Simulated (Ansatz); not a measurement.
# Calculations on Al49N47

## 1. Relaxation

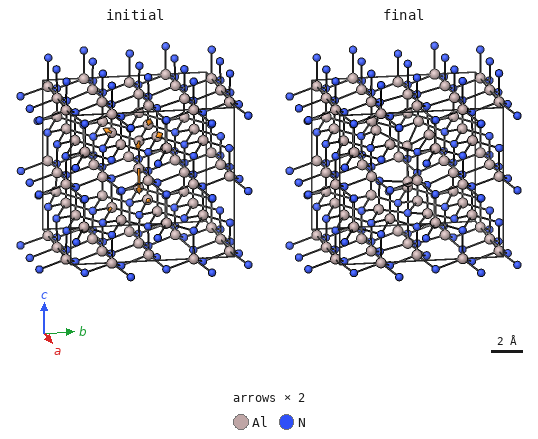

The structure of a defect cell of composition Al₄₉N₄₇ (cell charge +1) before (left) and after (right) a relaxation, at one scale. The orange arrows give the displacements, 2 times their true length.

A ball-and-stick model of the cell of the calculation (origin shifted), seen slightly off an axis.

Theory: DFT, PBEsol, PAW, plane waves (Ansatz). Settings: plane-wave cutoff 420 eV; k-point mesh 1 × 1 × 1; mesh shifted by (0.25, 0.25, 0.25); collinear spin; atoms relaxed in a fixed cell; force threshold 0.03 eV/Å; at most 80 steps.

Q: What changed between the two?

A: Over 7 geometry steps the energy falls by 11.463 eV per cell of the calculation. Largest force component: 14 eV/Å at the start, 0.029 eV/Å at the end. An Al atom moves most: 0.88 Å along −c. By element the largest moves are Al 0.88 Å, N 0.17 Å. The cell stays as it was. Among the contacts that change: Al–N 3.108 → 2.095 Å, Al–Al 1.846 → 2.387 Å, Al–Al 1.855 → 2.372 Å, Al–Al 1.914 → 2.371 Å. New bonds form, among them: Al–N (3.11 → 2.09 Å). Bond angles that change, for instance: Al–Al–N 109.0° → 84.5°, Al–Al–N 109.3° → 86.1°, Al–N–Al 108.1° → 87.2°. Cost: 7.9 s on 1 × NVIDIA GB200 with 8 threads of Arm Neoverse-V2, peak memory 2 GiB.

Limits of the set-up: the cell is charged, on a uniform background, and energies carry no finite-size correction.

## 2. Relaxation

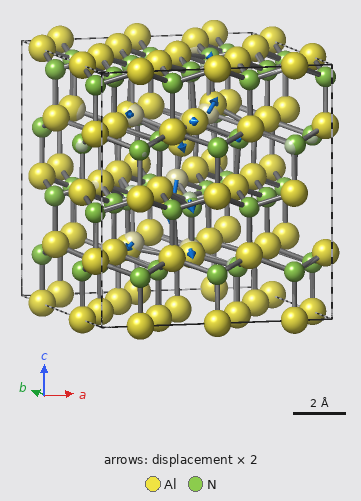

This is a relaxation of a defect cell of composition Al49N47. The starting structure is drawn faded, the final one solid; blue arrows show the displacements, 2 times their true length.

The picture is a ball-and-stick view of the cell of the calculation (origin shifted), seen slightly off an axis.

Theory: Ansatz 0.2.0, DFT, PBEsol, PAW, plane waves. (plane-wave cutoff 420 eV; k-point mesh 1 × 1 × 1; mesh shifted by (0.25, 0.25, 0.25); no spin polarisation; atoms relaxed in a fixed cell; force threshold 0.03 eV/Å; at most 80 steps)

Which element moves most?

Answer. Aluminium: up to 0.87 Å, against 0.31 Å for nitrogen.

What did the optimiser do to the structure, and how much energy did it gain?

Answer. After 14 geometry steps the energy has fallen by 10.349 eV per cell of the calculation. The largest force component goes from 13 to 0.018 eV/Å. The atom that moves furthest is an Al atom (0.87 Å roughly along [−1 0 −3]). By element the largest moves are Al 0.87 Å, N 0.31 Å. The lattice vectors keep their values. Some distances before and after: Al–N 3.108 → 2.149 Å, Al–Al 1.846 → 2.316 Å, Al–Al 1.855 → 2.298 Å, Al–Al 1.914 → 2.350 Å. New bonds form, among them: Al–N (3.11 → 2.15 Å). Bond angles that change, for instance: Al–Al–N 106.5° → 71.1°, Al–Al–Al 111.3° → 136.1°, Al–N–Al 107.7° → 85.8°.

## 3. Defect

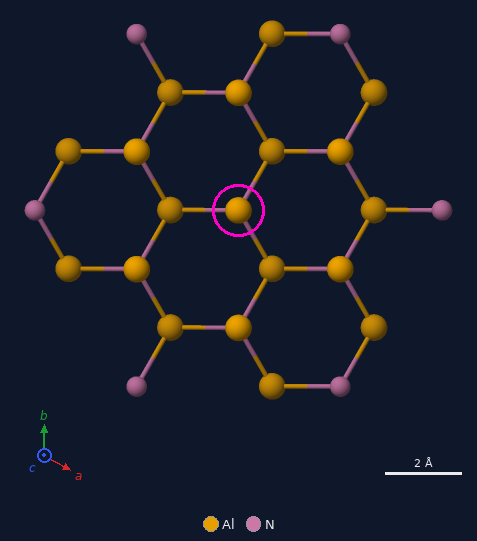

Perfect AlN. The picture is a ball-and-stick view of the atoms within 5.4 Å of one point, in a slice 4.2 Å thick across the line of sight, seen along the c axis.

These are results of DFT, PBEsol, PAW, plane waves in Ansatz, not measurements. Set-up: plane-wave cutoff 420 eV; k-point mesh 1 × 1 × 1; mesh shifted by (0.25, 0.25, 0.25); no spin polarisation. Fermi-Dirac smearing of 0.01 eV. A uniform background neutralises the charged cell. The axes drawn are those of the host's conventional cell.

A nitrogen atom is replaced by aluminium at the ringed place, in charge state −2. The supercell has 96 sites, and the atoms are relaxed at the host's cell.

### Predict the relaxed surroundings of the defect.

In the host the N atom has 4 Al at 1.89 to 1.90 Å; the Al atom ends with 5 Al at 2.27 to 2.54 Å. Of the host's atoms, an aluminium atom moves furthest from its site, by 0.82 Å. The Al atom itself moves 0.27 Å from where it was put.

The relaxed defect, seen from the same direction:

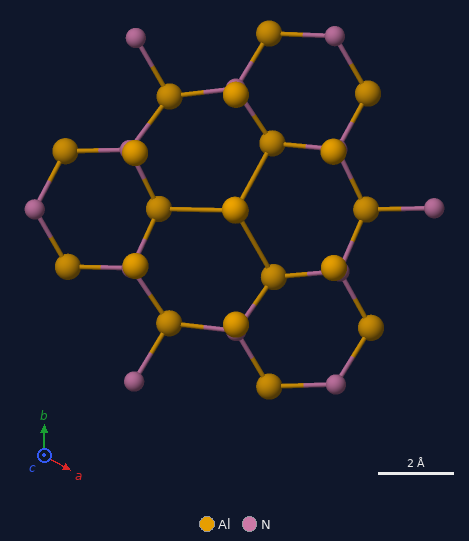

Limits of the set-up: the cell is charged, on a uniform background, and energies carry no finite-size correction.

## 4. Defect

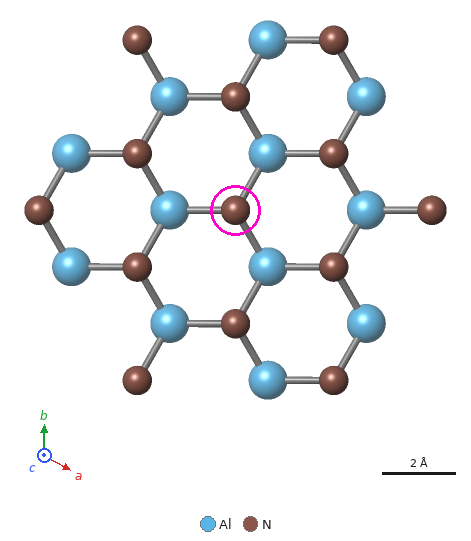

Perfect AlN. A ball-and-stick model of the atoms within 5.4 Å of one point, in a slice 3.4 Å thick across the line of sight, seen along the c axis.

The calculation used Ansatz, DFT, PBEsol, PAW, plane waves. (plane-wave cutoff 420 eV; k-point mesh 1 × 1 × 1; mesh shifted by (0.25, 0.25, 0.25); no spin polarisation) Fermi-Dirac smearing of 0.01 eV. The axes drawn are those of the host's conventional cell.

A nitrogen atom is replaced by aluminium at the ringed place, in charge state 0. The supercell has 96 sites, and the atoms are relaxed at the host's cell.

Q: Predict the relaxed surroundings of the defect.

A: In the host the N atom has 4 Al at 1.89 to 1.90 Å; the Al atom ends with 4 Al at 2.30 to 2.35 Å, 1 N at 2.50 Å. Of the host's atoms, an aluminium atom moves furthest from its site, by 0.88 Å. The Al atom itself moves 0.51 Å from where it was put.

The relaxed defect, seen from the same direction:

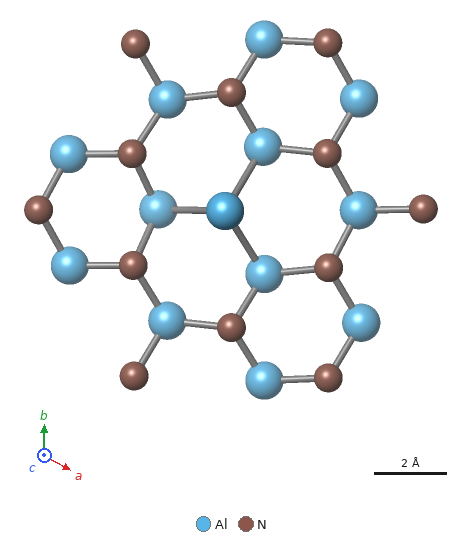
